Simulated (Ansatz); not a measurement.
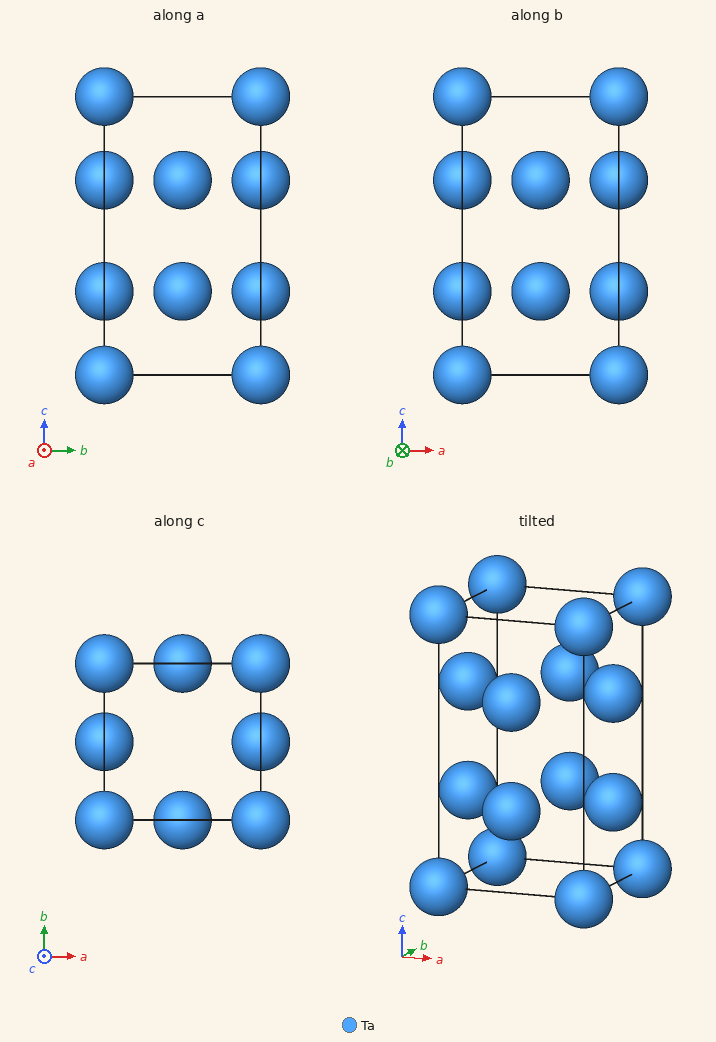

Crystal structure, spheres-only style, seen along the a axis, along the b axis, along the c axis and slightly off an axis. The conventional unit cell is drawn as a box.

Lattice parameters: a = 3.906 Å, b = 3.906 Å, c = 6.947 Å, α = 90.00°, β = 90.00°, γ = 90.00°. Put a along x and b in the xy plane.

**Write down what is shown as a POSCAR file, with free fractional coordinates to two decimals.**

```
Ta
1.0
     3.906    0.000    0.000
     0.000    3.906    0.000
     0.000    0.000    6.947
Ta
5
Direct
  0.50 0.00 0.30
  0.00 0.50 0.70
  0.00 0.50 0.30
  0.50 0.00 0.70
  0.00 0.00 0.00
```

The cell started as a structure type filled with this element by a generator (whether the element takes this form wasn't checked). The structure drawn was relaxed with Ansatz, DFT PBE, scalar-relativistic, plane waves, PAW.
